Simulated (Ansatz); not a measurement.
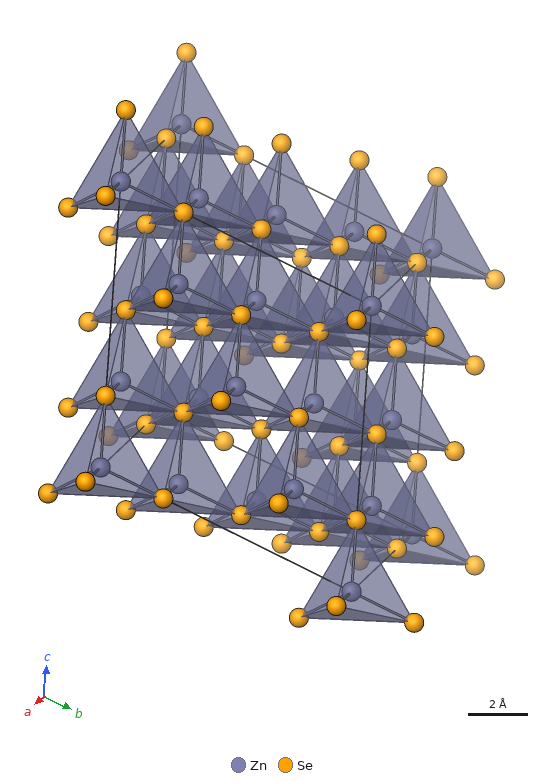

The input geometry (polyhedral view of the cell of the calculation, seen slightly off an axis; polyhedra are completed across the faces of the cell).

**Geometry relaxation of Zn15Se16 (part 1 of 2)**

System: Zn15Se16 (defect cell, 31 atoms in the cell).
Method: DFT, PBE, plane waves, PAW, spin-polarised (Ansatz 0.2.0).

The structure derives from a Materials Project entry. The run did not end well. It belongs to a series of runs on one base structure; here: Zn vacancy (site a), charge +0, atoms relaxed at the host's cell.

Output
```
Engine: ansatz 0.2.0, x86_64-unknown-linux-gnu
Pseudopotentials: kind: paw
Pseudopotential: Zn, paw, valence charge 12, recommended cutoff 420 eV (normal), Zn.paw.azcp
Pseudopotential: Se, paw, valence charge 16, recommended cutoff 420 eV (normal), Se.paw.azcp
Functional definition: PBE
  parameter kappa = 0.804
  parameter beta = 0.06672455060314922
  exchange = pbe_x(kappa = kappa, mu = beta*pi^2/3)
  correlation = pbe_c(beta = beta)
Crystal: 31 atoms, lattice volume = 753.224 Å³
Basis set: ecut = 420 eV, 14771 PW (Γ), exchange–correlation on 144×144×144 points (8 copies of the dense FFT grid, shifted against one another)
Bands: 263, of which v1, the nominal top of the filled ones, is band 218 counted from 1 (217 counted from 0)
Symmetry: 24 space group operations
Space group: I-43m (ITA 217), of the structure as read, at distance tolerance 9.1e-5 Å
Magnetic group: BNS 217.78 (UNI 1580), of the structure as read, at distance tolerance 9.1e-5 Å
k-points: 2 of 8 (time reversal used)
Non-local potential: Zn, projectors of the file, l = 0: 2, l = 1: 2, l = 2: 3, l = 3: 1
Non-local potential: Se, projectors of the file, l = 0: 2, l = 1: 2, l = 2: 3, l = 3: 1
PAW form: soft (Blöchl's): semilocal exchange-correlation on the pseudo side does not see the compensation charge
PAW one-centre angular grid: Zn, 590 points (default); XC on 64 Gauss nodes
PAW one-centre angular grid: Se, 590 points (default); XC on 64 Gauss nodes
Initial density: superposition of atomic densities (chi_scale 0.1, normalization cell, long waves kept (reshape's long-wave potential 0.17 eV rms))
Starting moments: Σ|m| = 2 μB on 4 of 31 sites
Initial wavefunctions: pseudopotential atomic-orbital guess
Functional: x = pbe(κ = 0.804, μ = 0.2195149727645171), c = pbe(β = 0.06672455060314922)
SCF iter   1: F=—  HF=-137315.539005 eV  |F-HF|=—  |Δ(HF+E_count)|=         —  Δρ=3.27e-2 (↑3.27e-2 ↓2.95e-2)  dr2=1.66e1  dr2_m=1.45e0  M=2.000 μB ∫|m|=2.064 μB  β_m=0.30  ethr=3.10e-3  ⟨swp⟩=6.0  Hψ=4104  notcnv=0
preconditioner: auto → Resta (q_TF=auto, 2.491 Å⁻¹)  ε∞=4.7  [insulator: Δε(μ)=0.062 eV  Ē_g=11.729 eV  σ=0.010 eV  W_gap=0.83  n_scr=200 (ndim 8)  ℏωp=22.5 eV  f_vac=0.081  D(μ)=53.00/eV (n_scr^D=602)  ε∞_Penn≈4.7]
spin=Collinear: Resta preconditioning applied to the charge; magnetization (m = ρ↑ − ρ↓) channel mixes plain (no charge-response kernel on spin).
SCF iter   2: F=—  HF=-137311.744831 eV  |F-HF|=—  |Δ(HF+E_count)|=    3.79e0  Δρ=1.93e-2 (↑1.93e-2 ↓1.61e-2)  dr2=4.95e0  dr2_m=7.16e-1  M=2.000 μB ∫|m|=2.079 μB  β_m=0.30  ethr=3.10e-3  ⟨swp⟩=2.0  Hψ=1724  notcnv=0  defer=156
SCF iter   3: F=—  HF=-137310.218270 eV  |F-HF|=—  |Δ(HF+E_count)|=    1.53e0  Δρ=9.87e-3 (↑9.87e-3 ↓7.33e-3)  dr2=5.67e-1  dr2_m=3.50e-1  M=2.000 μB ∫|m|=2.087 μB  β_m=0.30  ethr=1.14e-3  ⟨swp⟩=2.0  Hψ=1551  notcnv=0  defer=156
SCF iter   4: F=—  HF=-137310.064288 eV  |F-HF|=—  |Δ(HF+E_count)|=   1.54e-1  Δρ=5.41e-3 (↑5.41e-3 ↓4.96e-3)  dr2=7.61e-2  dr2_m=1.72e-1  M=2.000 μB ∫|m|=2.099 μB  β_m=0.30  ethr=1.30e-4  ⟨swp⟩=2.0  Hψ=1762  notcnv=0  defer=156
SCF iter   5: F=—  HF=-137310.084585 eV  |F-HF|=—  |Δ(HF+E_count)|=   2.03e-2  Δρ=3.89e-3 (↑3.68e-3 ↓3.89e-3)  dr2=4.15e-2  dr2_m=8.56e-2  M=2.000 μB ∫|m|=2.109 μB  β_m=0.30  ethr=1.74e-5  ⟨swp⟩=2.0  Hψ=1424  notcnv=0  defer=156
SCF iter   6: F=—  HF=-137310.083010 eV  |F-HF|=—  |Δ(HF+E_count)|=   1.57e-3  Δρ=2.71e-3 (↑2.45e-3 ↓2.71e-3)  dr2=1.07e-2  dr2_m=4.27e-2  M=2.000 μB ∫|m|=2.117 μB  β_m=1.00  ethr=9.52e-6  ⟨swp⟩=2.0  Hψ=1108  notcnv=0  defer=156
SCF iter   7: F=—  HF=-137310.080541 eV  |F-HF|=—  |Δ(HF+E_count)|=   2.47e-3  Δρ=2.83e-4 (↑2.24e-4 ↓2.83e-4)  dr2=8.66e-4  dr2_m=1.04e-4  M=2.000 μB ∫|m|=2.136 μB  β_m=0.30  ethr=2.46e-6  ⟨swp⟩=2.2  Hψ=1793  notcnv=0  defer=156
SCF iter   8: F=—  HF=-137310.085460 eV  |F-HF|=—  |Δ(HF+E_count)|=   4.92e-3  Δρ=2.82e-4 (↑2.58e-4 ↓2.82e-4)  dr2=1.12e-3  dr2_m=5.94e-5  M=2.000 μB ∫|m|=2.139 μB  β_m=1.00  ethr=1.99e-7  ⟨swp⟩=2.0  Hψ=1529  notcnv=0  defer=156
SCF iter   9: F=—  HF=-137310.088182 eV  |F-HF|=—  |Δ(HF+E_count)|=   2.72e-3  Δρ=1.13e-4 (↑1.13e-4 ↓1.05e-4)  dr2=2.25e-4  dr2_m=4.46e-6  M=2.000 μB ∫|m|=2.144 μB  β_m=1.00  ethr=1.99e-7  ⟨swp⟩=2.0  Hψ=1548  notcnv=0  defer=156
SCF iter  10: F=—  HF=-137310.089117 eV  |F-HF|=—  |Δ(HF+E_count)|=   9.35e-4  Δρ=7.12e-5 (↑7.12e-5 ↓6.66e-5)  dr2=9.89e-5  dr2_m=1.04e-6  M=2.000 μB ∫|m|=2.146 μB  β_m=1.00  ethr=5.16e-8  ⟨swp⟩=2.0  Hψ=1464  notcnv=0  defer=156
SCF iter  11: F=—  HF=-137310.089400 eV  |F-HF|=—  |Δ(HF+E_count)|=   2.84e-4  Δρ=1.54e-5 (↑1.54e-5 ↓1.33e-5)  dr2=2.38e-6  dr2_m=3.10e-7  M=2.000 μB ∫|m|=2.146 μB  β_m=1.00  ethr=2.27e-8  ⟨swp⟩=2.0  Hψ=1487  notcnv=0  defer=156
SCF iter  12: F=—  HF=-137310.089677 eV  |F-HF|=—  |Δ(HF+E_count)|=   2.77e-4  Δρ=1.33e-5 (↑1.08e-5 ↓1.33e-5)  dr2=2.13e-6  dr2_m=1.48e-7  M=2.000 μB ∫|m|=2.147 μB  β_m=0.30  ethr=5.46e-10  ⟨swp⟩=3.0  Hψ=1557  notcnv=0  defer=156
Mixer restart at iter 12: flushing history
spin-set hold released at iteration 12 (site moments contracting): the magnetisation degrees of freedom join the quasi-Newton model from the next iteration; the mixer history was flushed
SCF iter  13: F=—  HF=-137310.089816 eV  |F-HF|=—  |Δ(HF+E_count)|=   1.38e-4  Δρ=1.24e-5 (↑9.83e-6 ↓1.24e-5)  dr2=1.48e-6  dr2_m=2.07e-7  M=2.000 μB ∫|m|=2.147 μB  β_m=0.65  ethr=4.89e-10  ⟨swp⟩=2.0  Hψ=1529  notcnv=0  defer=156
SCF iter  14: F=—  HF=-137310.089955 eV  |F-HF|=—  |Δ(HF+E_count)|=   1.40e-4  Δρ=4.38e-6 (↑4.38e-6 ↓3.33e-6)  dr2=7.01e-8  dr2_m=7.94e-8  M=2.000 μB ∫|m|=2.148 μB  β_m=0.70  ethr=3.41e-10  ⟨swp⟩=3.0  Hψ=1616  notcnv=0  defer=156
SCF iter  15: F=—  HF=-137310.089935 eV  |F-HF|=—  |Δ(HF+E_count)|=   2.09e-5  Δρ=3.66e-6 (↑3.01e-6 ↓3.66e-6)  dr2=1.71e-7  dr2_m=1.36e-8  M=2.000 μB ∫|m|=2.148 μB  β_m=0.61  ethr=1.61e-11  ⟨swp⟩=14.2  Hψ=8435  notcnv=0
SCF iter  16: F=—  HF=-137310.089934 eV  |F-HF|=—  |Δ(HF+E_count)|=   6.90e-8  Δρ=9.60e-7 (↑8.41e-7 ↓9.60e-7)  dr2=1.14e-8  dr2_m=3.75e-9  M=2.000 μB ∫|m|=2.148 μB  β_m=0.77  ethr=1.61e-11  ⟨swp⟩=5.0  Hψ=5602  notcnv=0
SCF iter  17: F=—  HF=-137310.089935 eV  |F-HF|=—  |Δ(HF+E_count)|=   1.29e-8  Δρ=4.14e-7 (↑4.14e-7 ↓3.16e-7)  dr2=2.83e-9  dr2_m=5.60e-10  M=2.000 μB ∫|m|=2.148 μB  β_m=0.87  ethr=2.61e-12  ⟨swp⟩=6.0  Hψ=5298  notcnv=0
SCF iter  18: F=-137310.089935 eV  HF=-137310.089935 eV  |F-HF|=8.73e-11  |Δ(HF+E_count)|=   3.75e-9  Δρ=1.35e-7 (↑8.94e-8 ↓1.35e-7)  dr2=7.14e-10  dr2_m=2.73e-11  M=2.000 μB ∫|m|=2.148 μB  ethr=1.00e-12  ⟨swp⟩=6.0  Hψ=5022  notcnv=0
SCF 1 converged in 18 iterations: F = -137310.089935 eV  dr2 = 7.14e-10
  greatest PAW one-centre occupation: 1.000 electrons in one spin orbital (limit 2), on the Se atom at site 27 (counted from 0), in its partial waves of l = 2
relax step   1: F+E_penalty+E_count = -137310.08993451 eV  Δ(F+E_penalty+E_count) = +0.000e0 eV  max|allowed force component| = 1.317e-1 eV/Å  Δτ_max = 0.0000 Å  (18 SCF iters, accepted)
```

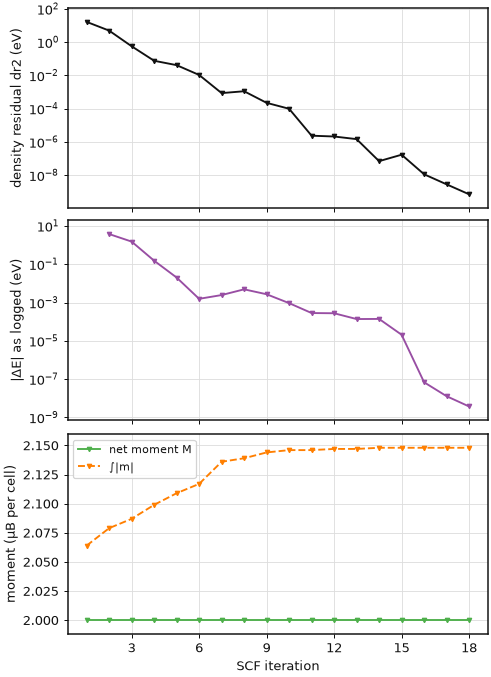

Convergence of the self-consistent field: density residual dr2, size of the energy change and magnetic moment against the SCF iteration. The residual is still falling at the last step (down to 7 × 10⁻¹⁰), so the run was stopped before it got there. The net moment stays at 2.0 μB per cell.

```
Step failed. What follows is not a result of the run: it is the report of the last solve that finished, which converged after 18 SCF iterations.
Magnetization: 2.0000 μB (219.0000 up, 217.0000 down)
Absolute magnetization: 2.0837 μB (∫|ρ↑−ρ↓|, with the PAW one-centre terms)
Spin contamination: 0.0036 ħ² per cell (⟨S²⟩ above its minimum at these occupations)
Per-site moments (μB) at R_I (Å): [(0.007517342984873477, 1.0237942251789915), (0.007517342984873168, 1.0237942251789915), (0.005504154286732465, 1.0237942251789913), (0.007517342984873169, 1.023794225178991), (0.007517342984873443, 1.0237942251789913), (0.007517342984873105, 1.0237942251789913), (0.005504154286732355, 1.0237942251789913), (0.007517342984873356, 1.0237942251789915), (0.007517342984873203, 1.0237942251789913), (0.007517342984873185, 1.0237942251789913), (0.005504154286732348, 1.0237942251789913), (0.007517342984873428, 1.0237942251789913), (0.007517342984873329, 1.0237942251789913), (0.007517342984873107, 1.0237942251789913), (0.007517342984873097, 1.0237942251789913), (0.18761109012108296, 1.0237942251789913), (0.03166636260570894, 1.0237942251789913), (0.18761109012108348, 1.0237942251789913), (0.03166636260570899, 1.0237942251789913), (0.18761109012108362, 1.023794225178991), (0.031666362605708986, 1.0237942251789913), (0.03166636260570941, 1.0237942251789913), (0.03166636260570882, 1.0237942251789913), (0.0316663626057088, 1.0237942251789915), (0.03166636260570941, 1.0237942251789913), (0.03166636260570933, 1.0237942251789913), (0.03166636260570882, 1.0237942251789913), (0.1876110901210827, 1.0237942251789913), (0.03166636260570915, 1.0237942251789913), (0.03166636260570924, 1.0237942251789913), (0.0316663626057093, 1.0237942251789913)]
Free energy (F): -137310.089935 eV
Harris-Foulkes:  -137310.089935 eV  (|F-HF|=8.73e-11)
Internal energy: -137310.087284 eV  (E = F + TS)
E sigma→0 (E₀):  -137310.088609 eV
Entropy (-TS):   -0.002650 eV (-0.085 meV/atom)
Fermi energy:    5.896889 eV
--- Per-component energies (eV) ---
  E_band       = -6428.784569
  E_kinetic    = 3851.933611
  E_local      = -70418.694616  (includes V_loc(G=0)·N_el)
  E_nonlocal   = -317.586274
  E_hartree    = 32627.130114
  E_xc         = -3716.136594
  E_vxc        = -2338.086023  (∫ρ·V_xc dr)
  E_paw        = -58005.284887  (= ΣΔE_a)
  E_vpaw       = -2460.597674  (= ΣTr[D̂ρ^β])
  E_aug_tail   = -0.014613  (compensation charges beyond the density's cutoff)
  E_ewald      = -41331.434025
  E_smearing   = -0.002650  (= −TS)
  E_closure    = -0.000000  (closes the sum)
  Σ components = -137310.089935   (vs F -137310.089935, Δ=0.00e0)
--- Forces (eV/Å), atoms counted from 1 ---
  atom   1  Zn    -0.13166302     0.12313395    -0.13166302
  atom   2  Zn     0.13166302    -0.13166302    -0.12313395
  atom   3  Zn    -0.00000000     0.00000000    -0.00000000
  atom   4  Zn     0.12313395    -0.13166302    -0.13166302
  atom   5  Zn     0.13166302     0.12313395     0.13166302
  atom   6  Zn     0.13166302     0.13166302     0.12313395
  atom   7  Zn    -0.00000000     0.00000000     0.00000000
  atom   8  Zn    -0.13166302    -0.12313395     0.13166302
  atom   9  Zn    -0.12313395     0.13166302    -0.13166302
  atom  10  Zn    -0.13166302     0.13166302    -0.12313395
  atom  11  Zn     0.00000000     0.00000000     0.00000000
  atom  12  Zn     0.13166302    -0.12313395    -0.13166302
  atom  13  Zn    -0.12313395    -0.13166302     0.13166302
  atom  14  Zn    -0.13166302    -0.13166302     0.12313395
  atom  15  Zn     0.12313395     0.13166302     0.13166302
  atom  16  Se     0.02852244    -0.02852244    -0.02852244
  atom  17  Se    -0.00177114     0.00876299    -0.00876299
  atom  18  Se    -0.02852244     0.02852244    -0.02852244
  atom  19  Se    -0.00876299    -0.00177114     0.00876299
  atom  20  Se     0.02852244     0.02852244     0.02852244
  atom  21  Se     0.00876299     0.00876299     0.00177114
  atom  22  Se     0.00876299     0.00177114     0.00876299
  atom  23  Se    -0.00876299     0.00876299    -0.00177114
  atom  24  Se     0.00876299    -0.00177114    -0.00876299
  atom  25  Se    -0.00876299     0.00177114    -0.00876299
  atom  26  Se     0.00876299    -0.00876299    -0.00177114
  atom  27  Se     0.00177114     0.00876299     0.00876299
  atom  28  Se    -0.02852244    -0.02852244     0.02852244
  atom  29  Se    -0.00876299    -0.00876299     0.00177114
  atom  30  Se    -0.00177114    -0.00876299     0.00876299
  atom  31  Se     0.00177114    -0.00876299    -0.00876299
  max |Σ_I F_I| component: 1.68e-16 eV/Å
--- Band table (eV) ---
```
